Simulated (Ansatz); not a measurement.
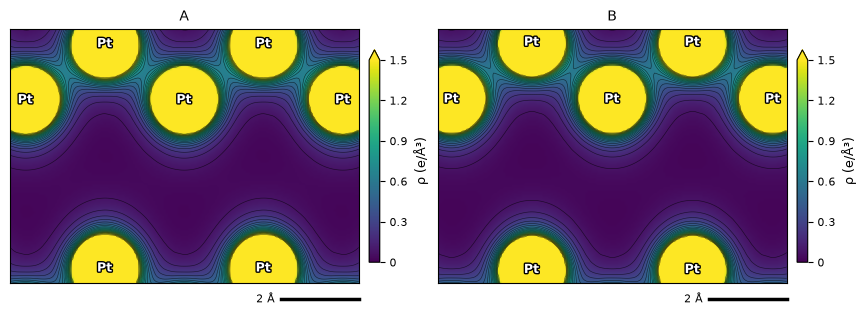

Pt. The valence pseudo-density of two cells that differ in size, on the (11̄0) plane of each (indices in the axes of the calculation cell), at one length scale and on one colour scale; one has 24.1 and the other 25.0 Å³ an atom.

The calculation used DFT, PBE, plane waves (420 eV) with PAW, scalar-relativistic in Ansatz.

In a PAW calculation such maps are meaningful between the atoms, not at the nuclei.

Q: Which is the denser cell? Describe the effect of the change.

A: Panel A is the smaller cell, by 4 % in volume. From the larger cell to the smaller, Pt–Pt goes from 2.53 to 2.50 Å, and the density at its midpoint from 0.6 to 0.64 e/Å³; the pressure goes from −3.7 to 0.2 GPa; the largest moment (Pt) goes from 0.4 to 0.2 μB.
